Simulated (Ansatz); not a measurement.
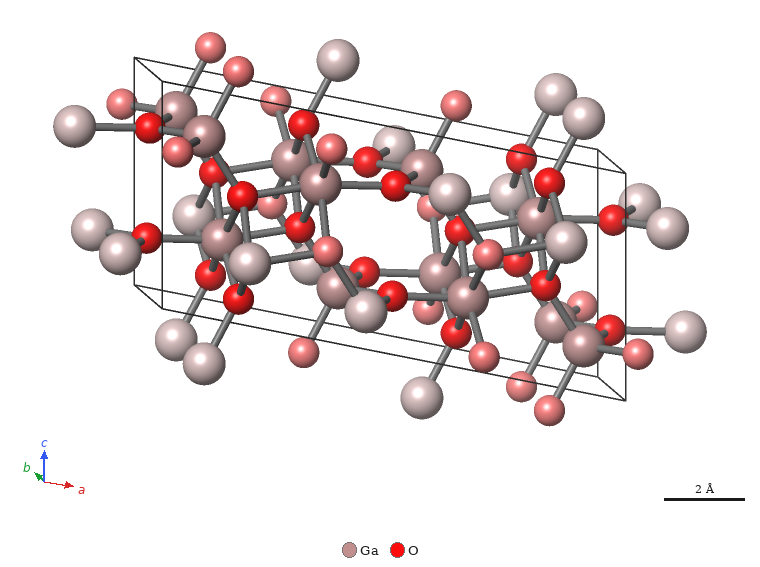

Fig. 1: The structure as given in the input (ball-and-stick view of the cell 2 times as large as that of the calculation, set on its symmetry axes, seen slightly off an axis; neighbours outside the cell are drawn fainter). An atom can appear more than once, as a periodic image.

# Geometry relaxation, with input and output: Ga₂O₃ (part 1 of 2)

- system: Ga₂O₃ (C2/m, 10 atoms in the cell)
- method: DFT PBEsol, scalar-relativistic, plane waves, PAW, no spin polarisation (Ansatz 0.2.0)

The structure derives from a Materials Project entry.

**Output**
```
basis.fft_grid_basis auto: the FFT boxes are laid along the combinations [[1, -1, 0], [0, 1, 0], [0, 0, 1]] of the cell's own vectors, 3.048, 6.326 and 5.817 Å long. The dense box has 24×45×40 points. Along the cell's own vectors, as sized, it would have 45×45×40, 1.88 times as many. Of the 4 symmetry operations that the crystal satisfies within crystal.symmetry.tolerance (time reversal apart; of a slab, those that keep its plane) the dense box along the cell's own vectors carries 4, and the one as laid loses 2 of those. basis.fft_grid_basis: typed keeps the cell's own vectors: state it where this run's energies or levels are differenced outside the engine with another run's, or held beside a run that keeps those vectors.
Engine: ansatz 0.2.0, x86_64-unknown-linux-gnu
Pseudopotentials: kind: paw
Pseudopotential: Ga, paw, valence charge 13, recommended cutoff 420 eV (normal), Ga.paw.azcp
Pseudopotential: O, paw, valence charge 6, recommended cutoff 420 eV (normal), O.paw.azcp
Functional definition: PBEsol
  exchange = pbesol_x
  correlation = pbesol_c
Crystal: 10 atoms, lattice volume = 105.734 Å³
Basis set: ecut = 420 eV, 2047 PW (Γ), FFT grids on a1−a2, a2, a3, exchange–correlation on 48×90×80 points (8 copies of the dense FFT grid, shifted against one another)
Bands: 54, of which v1, the nominal top of the filled ones, is band 44 counted from 1 (43 counted from 0)
Symmetry: 4 space group operations
Space group: C2/m (ITA 12), of the structure as read, at distance tolerance 4.7e-5 Å
k-points: 78 of 256
Non-local potential: Ga, projectors of the file, l = 0: 2, l = 1: 2, l = 2: 3, l = 3: 1
Non-local potential: O, projectors of the file, l = 0: 2, l = 1: 2, l = 2: 1
PAW form: soft (Blöchl's): semilocal exchange-correlation on the pseudo side does not see the compensation charge
PAW frozen core: Ga, regenerated for the run's functional, and the local potential with it (the file was generated under x = pbe(κ = 0.804, μ = 0.2195149727645171), c = pbe(β = 0.06672455060314922))
PAW frozen core: O, regenerated for the run's functional, and the local potential with it (the file was generated under x = pbe(κ = 0.804, μ = 0.2195149727645171), c = pbe(β = 0.06672455060314922))
PAW one-centre angular grid: Ga, 590 points (default); XC on 64 Gauss nodes
PAW one-centre angular grid: O, 110 points (default); XC on 64 Gauss nodes
Initial density: superposition of atomic densities (neutral atoms: chi_scale 0, normalization atom), corrected by the library's trained network
Initial wavefunctions: pseudopotential atomic-orbital guess
Functional: x = pbesol(κ = 0.804, μ = 0.12345679012345678), c = pbesol(β = 0.046)
SCF iter   1: F=—  HF=-18341.889480 eV  |F-HF|=—  |Δ(HF+E_count)|=         —  Δρ=1.63e-2  dr2=2.18e-1  ethr=1.77e-3  ⟨swp⟩=6.1  Hψ=15555  notcnv=0  defer=11
preconditioner: auto → Resta (q_TF=auto, 2.646 Å⁻¹)  ε∞=4.7  [insulator: Δε(μ)=2.071 eV  Ē_g=17.562 eV  σ=0.020 eV  W_gap=1.00  n_scr=34 (ndim 8)  ℏωp=33.9 eV  f_vac=0.015  D(μ)=0.00/eV (n_scr^D=0)  ε∞_Penn≈4.7]
SCF iter   2: F=—  HF=-18341.826080 eV  |F-HF|=—  |Δ(HF+E_count)|=   6.34e-2  Δρ=2.12e-3  dr2=2.62e-3  ethr=2.48e-4  ⟨swp⟩=2.0  Hψ=6474  notcnv=0  defer=302
SCF iter   3: F=—  HF=-18341.826179 eV  |F-HF|=—  |Δ(HF+E_count)|=   9.90e-5  Δρ=1.11e-3  dr2=8.61e-4  ethr=2.97e-6  ⟨swp⟩=2.2  Hψ=6098  notcnv=0  defer=302
SCF iter   4: F=—  HF=-18341.826371 eV  |F-HF|=—  |Δ(HF+E_count)|=   1.92e-4  Δρ=4.33e-4  dr2=1.56e-4  ethr=9.79e-7  ⟨swp⟩=2.4  Hψ=7421  notcnv=0  defer=302
SCF iter   5: F=—  HF=-18341.826314 eV  |F-HF|=—  |Δ(HF+E_count)|=   5.68e-5  Δρ=1.11e-4  dr2=1.20e-5  ethr=1.78e-7  ⟨swp⟩=2.0  Hψ=6868  notcnv=0  defer=302
SCF iter   6: F=—  HF=-18341.826384 eV  |F-HF|=—  |Δ(HF+E_count)|=   6.99e-5  Δρ=1.88e-5  dr2=2.86e-7  ethr=1.37e-8  ⟨swp⟩=2.0  Hψ=7342  notcnv=0  defer=302
SCF iter   7: F=-18341.826384 eV  HF=-18341.826384 eV  |F-HF|=2.85e-8  |Δ(HF+E_count)|=   4.51e-8  Δρ=4.83e-6  dr2=1.99e-8  ethr=1.14e-10  ⟨swp⟩=9.4  Hψ=18416  notcnv=0
SCF 1 converged in 7 iterations: F = -18341.826384 eV  dr2 = 1.99e-8
  greatest PAW one-centre occupation: 0.998 electrons in one spin orbital (limit 2), on the Ga atom at site 1 (counted from 0), in its partial waves of l = 2
relax step   1: F+E_penalty+E_count = -18341.82638386 eV  Δ(F+E_penalty+E_count) = +0.000e0 eV  max|allowed force component| = 6.665e-2 eV/Å  Δτ_max = 0.0000 Å  P = -0.159 GPa  Ω = 105.734 Å³  (7 SCF iters, dr2 threshold 1.00e-7 eV, accepted)
Crystal: 10 atoms, lattice volume = 105.626 Å³
Basis set: ecut = 420 eV, 2045 PW (Γ), FFT grids on a1−a2, a2, a3, exchange–correlation on 48×90×80 points (8 copies of the dense FFT grid, shifted against one another)
Initial density: handed on by an earlier stage of this run
Initial wavefunctions: those handed on with the density
iter 1 solved again at ethr=2.39e-7 eV; its pass at ethr=3.10e-3 eV (dr2=2.10e-4 eV) is discarded
SCF iter   1: F=—  HF=-18341.827614 eV  |F-HF|=—  |Δ(HF+E_count)|=         —  Δρ=8.58e-4  dr2=2.14e-4  ethr=2.39e-7  ⟨swp⟩=2.7  Hψ=16279  notcnv=0
preconditioner: auto → Resta (q_TF=auto, 2.647 Å⁻¹)  ε∞=4.7  [insulator: Δε(μ)=2.222 eV  Ē_g=17.602 eV  σ=0.020 eV  W_gap=1.00  n_scr=34 (ndim 8)  ℏωp=33.9 eV  f_vac=0.011  D(μ)=0.00/eV (n_scr^D=0)  ε∞_Penn≈4.7]
SCF iter   2: F=—  HF=-18341.827625 eV  |F-HF|=—  |Δ(HF+E_count)|=   1.11e-5  Δρ=4.29e-4  dr2=5.60e-5  ethr=2.39e-7  ⟨swp⟩=2.0  Hψ=7254  notcnv=0
SCF iter   3: F=—  HF=-18341.827618 eV  |F-HF|=—  |Δ(HF+E_count)|=   7.03e-6  Δρ=1.07e-4  dr2=1.09e-5  ethr=6.36e-8  ⟨swp⟩=2.0  Hψ=7249  notcnv=0
SCF iter   4: F=—  HF=-18341.827616 eV  |F-HF|=—  |Δ(HF+E_count)|=   2.09e-6  Δρ=2.83e-5  dr2=9.91e-7  ethr=1.24e-8  ⟨swp⟩=3.0  Hψ=7865  notcnv=0
SCF iter   5: F=-18341.827616 eV  HF=-18341.827616 eV  |F-HF|=1.27e-8  |Δ(HF+E_count)|=  1.60e-10  Δρ=6.85e-6  dr2=4.53e-8  ethr=3.16e-10  ⟨swp⟩=5.9  Hψ=17756  notcnv=0
SCF 2 converged in 5 iterations: F = -18341.827616 eV  dr2 = 4.53e-8
relax step   2: F+E_penalty+E_count = -18341.82761624 eV  Δ(F+E_penalty+E_count) = -1.232e-3 eV  max|allowed force component| = 2.430e-2 eV/Å  Δτ_max = 0.0061 Å  P = -0.021 GPa  Ω = 105.626 Å³  energy of the carried Pulay correction = +5.447e-4 eV  (5 SCF iters, dr2 threshold 2.78e-7 eV, accepted)
Crystal: 10 atoms, lattice volume = 105.596 Å³
iter 1 solved again at ethr=4.51e-8 eV; its pass at ethr=3.10e-3 eV (dr2=3.97e-5 eV) is discarded
SCF iter   1: F=—  HF=-18341.827808 eV  |F-HF|=—  |Δ(HF+E_count)|=         —  Δρ=3.70e-4  dr2=4.04e-5  ethr=4.51e-8  ⟨swp⟩=2.4  Hψ=14906  notcnv=0
preconditioner: auto → Resta (q_TF=auto, 2.647 Å⁻¹)  ε∞=4.7  [insulator: Δε(μ)=2.227 eV  Ē_g=17.602 eV  σ=0.020 eV  W_gap=1.00  n_scr=34 (ndim 8)  ℏωp=33.9 eV  f_vac=0.011  D(μ)=0.00/eV (n_scr^D=0)  ε∞_Penn≈4.7]
SCF iter   2: F=—  HF=-18341.827856 eV  |F-HF|=—  |Δ(HF+E_count)|=   4.81e-5  Δρ=1.84e-4  dr2=1.11e-5  ethr=4.51e-8  ⟨swp⟩=2.0  Hψ=7178  notcnv=0
SCF iter   3: F=—  HF=-18341.827855 eV  |F-HF|=—  |Δ(HF+E_count)|=   1.23e-6  Δρ=4.74e-5  dr2=1.89e-6  ethr=1.26e-8  ⟨swp⟩=2.0  Hψ=7160  notcnv=0
SCF iter   4: F=—  HF=-18341.827855 eV  |F-HF|=—  |Δ(HF+E_count)|=   3.49e-7  Δρ=1.28e-5  dr2=2.00e-7  ethr=2.15e-9  ⟨swp⟩=2.9  Hψ=7622  notcnv=0
SCF iter   5: F=-18341.827855 eV  HF=-18341.827855 eV  |F-HF|=2.42e-9  |Δ(HF+E_count)|=   2.51e-9  Δρ=2.60e-6  dr2=9.54e-9  ethr=9.01e-11  ⟨swp⟩=4.7  Hψ=14445  notcnv=0
SCF 3 converged in 5 iterations: F = -18341.827855 eV  dr2 = 9.54e-9
relax step   3: F+E_penalty+E_count = -18341.82785468 eV  Δ(F+E_penalty+E_count) = -2.384e-4 eV  max|allowed force component| = 1.113e-2 eV/Å  Δτ_max = 0.0022 Å  P = +0.010 GPa  Ω = 105.596 Å³  energy of the carried Pulay correction = +6.950e-4 eV  (5 SCF iters, dr2 threshold 7.92e-8 eV, accepted)
Crystal: 10 atoms, lattice volume = 105.598 Å³
iter 1 solved again at ethr=8.33e-8 eV; its pass at ethr=3.10e-3 eV (dr2=7.33e-5 eV) is discarded
SCF iter   1: F=—  HF=-18341.827844 eV  |F-HF|=—  |Δ(HF+E_count)|=         —  Δρ=4.71e-4  dr2=7.49e-5  ethr=8.33e-8  ⟨swp⟩=3.0  Hψ=16511  notcnv=0
preconditioner: auto → Resta (q_TF=auto, 2.647 Å⁻¹)  ε∞=4.7  [insulator: Δε(μ)=2.226 eV  Ē_g=17.602 eV  σ=0.020 eV  W_gap=1.00  n_scr=34 (ndim 8)  ℏωp=33.9 eV  f_vac=0.011  D(μ)=0.00/eV (n_scr^D=0)  ε∞_Penn≈4.7]
SCF iter   2: F=—  HF=-18341.827883 eV  |F-HF|=—  |Δ(HF+E_count)|=   3.90e-5  Δρ=2.30e-4  dr2=1.78e-5  ethr=8.33e-8  ⟨swp⟩=2.9  Hψ=6950  notcnv=0
SCF iter   3: F=—  HF=-18341.827877 eV  |F-HF|=—  |Δ(HF+E_count)|=   6.62e-6  Δρ=5.06e-5  dr2=2.12e-6  ethr=2.02e-8  ⟨swp⟩=2.2  Hψ=6926  notcnv=0
SCF iter   4: F=—  HF=-18341.827874 eV  |F-HF|=—  |Δ(HF+E_count)|=   2.34e-6  Δρ=1.46e-5  dr2=1.93e-7  ethr=2.41e-9  ⟨swp⟩=2.0  Hψ=6190  notcnv=0
SCF iter   5: F=—  HF=-18341.827875 eV  |F-HF|=—  |Δ(HF+E_count)|=   4.83e-8  Δρ=4.68e-6  dr2=1.75e-8  ethr=2.20e-10  ⟨swp⟩=2.0  Hψ=5639  notcnv=0
SCF iter   6: F=-18341.827875 eV  HF=-18341.827875 eV  |F-HF|=9.68e-10  |Δ(HF+E_count)|=   3.75e-9  Δρ=1.43e-6  dr2=2.16e-9  ethr=1.65e-11  ⟨swp⟩=4.6  Hψ=15352  notcnv=0
SCF 4 converged in 6 iterations: F = -18341.827875 eV  dr2 = 2.16e-9
relax step   4: F+E_penalty+E_count = -18341.82787454 eV  Δ(F+E_penalty+E_count) = -1.986e-5 eV  max|allowed force component| = 3.768e-3 eV/Å  Δτ_max = 0.0016 Å  P = +0.001 GPa  Ω = 105.598 Å³  energy of the carried Pulay correction = +6.853e-4 eV  (6 SCF iters, dr2 threshold 1.45e-8 eV, accepted)
Initial wavefunctions: pseudopotential atomic-orbital guess (no wavefunctions were taken with the density)
iter 1 solved again at ethr=3.30e-8 eV; its pass at ethr=3.10e-3 eV (dr2=2.91e-5 eV) is discarded
SCF iter   1: F=—  HF=-18341.827154 eV  |F-HF|=—  |Δ(HF+E_count)|=         —  Δρ=1.41e-5  dr2=3.38e-8  ethr=3.30e-8  ⟨swp⟩=3.1  Hψ=27798  notcnv=0
SCF iter   2: F=—  HF=-18341.827209 eV  |F-HF|=—  |Δ(HF+E_count)|=   5.57e-5  Δρ=7.04e-6  dr2=9.68e-9  ethr=3.84e-11  ⟨swp⟩=2.1  Hψ=7648  notcnv=0
SCF iter   3: F=—  HF=-18341.827209 eV  |F-HF|=—  |Δ(HF+E_count)|=   1.13e-8  Δρ=2.21e-6  dr2=1.02e-9  ethr=1.10e-11  ⟨swp⟩=2.4  Hψ=6740  notcnv=0
SCF iter   4: F=-18341.827209 eV  HF=-18341.827209 eV  |F-HF|=4.00e-11  |Δ(HF+E_count)|=  9.20e-10  Δρ=3.18e-7  dr2=7.56e-11  ethr=1.00e-12  ⟨swp⟩=3.3  Hψ=18117  notcnv=0
SCF 5 converged in 4 iterations: F = -18341.827209 eV  dr2 = 7.56e-11
relax step   5: F+E_penalty+E_count = -18341.82720939 eV  Δ(F+E_penalty+E_count) = +6.652e-4 eV  max|allowed force component| = 3.853e-3 eV/Å  Δτ_max = 0.0000 Å  P = -0.009 GPa  Ω = 105.598 Å³  stress off target by 2.18e-2 GPa  SCF on the basis re-selected at this cell (its energy is not comparable with the rows above)  (4 SCF iters)
```

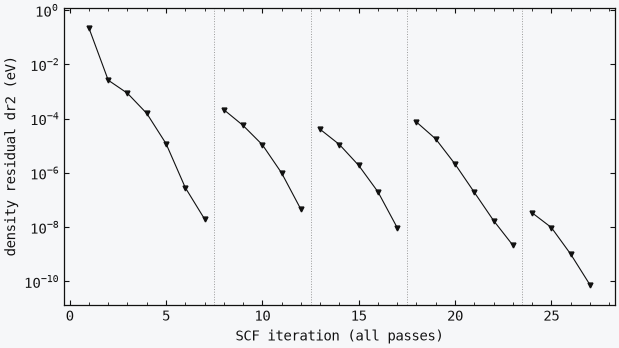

Fig. 2: Convergence of the self-consistent field: density residual dr2 against the SCF iteration. The dotted lines part the SCF passes of the relaxation: geometry steps, rejected trials and re-solves on a re-selected basis. The 5 passes take 4 to 7 iterations each, 27 in all.

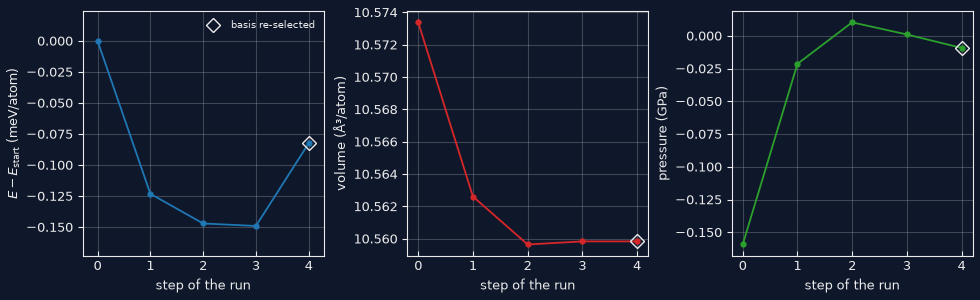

Fig. 3: Progress of the relaxation, step by step (the first geometry is step 0 here and step 1 in the log). Over 3 geometry steps the energy falls by 0.1 meV per atom. The largest force component goes from 0.067 to 0.0039 eV/Å. Pressure: −0.16 GPa at the start and −0.01 GPa at the end. The largest moves relative to the cell, 0.009 Å, are those of O9 and O10. Largest moves by element: O 0.009 Å, Ga 0.003 Å. A last SCF at the same geometry on a re-selected plane-wave basis shifts the energy by +0.1 meV per atom. (Atoms are counted from 1 in the order of the input.)

```
basis re-selected at this cell: Δ(F+E_penalty+E_count) = +6.652e-4 eV, ΔP = -0.010 GPa vs the last step (what re-selecting the basis moved, of the pressure what is left beyond the Pulay correction that the steps carried, after the strain that the cell walked since its last selection, with what the two solves' SCF thresholds leave and, on support functions, any second-order correction that the steps lacked; it is no measure of the basis error at this ecutwfc). This SCF's stress stands 2.18e-2 GPa from its target on what of the cell is left free (relax.cell.stress_tol is 5.00e-2 GPa) and its largest allowed force component is 3.85e-3 eV/Å (relax.f_tol is 5.00e-3 eV/Å): within both
SCF converged after 4 iterations
Free energy (F): -18341.827209 eV
Harris-Foulkes:  -18341.827209 eV  (|F-HF|=4.00e-11)
Internal energy: -18341.827209 eV  (E = F + TS)
E sigma→0 (E₀):  -18341.827209 eV
Fermi energy:    9.047434 eV
--- Per-component energies (eV) ---
  E_band       = -114.630612
  E_kinetic    = 1515.413553
  E_local      = -9119.321526  (includes V_loc(G=0)·N_el)
  E_nonlocal   = 2026.548822
  E_hartree    = 4085.038013
  E_xc         = -704.530163
  E_vxc        = -786.365404  (∫ρ·V_xc dr)
  E_paw        = -8749.004845  (= ΣΔE_a)
  E_vpaw       = -1920.996985  (= ΣTr[D̂ρ^β])
  E_aug_tail   = 0.014238  (compensation charges beyond the density's cutoff)
  E_ewald      = -7399.648940
  E_core_change = 3.663639  (= ΣΔE_core)
  E_smearing   = -0.000000  (= −TS)
  E_closure    = 0.000000  (closes the sum)
  Σ components = -18341.827209   (vs F -18341.827209, Δ=0.00e0)
```
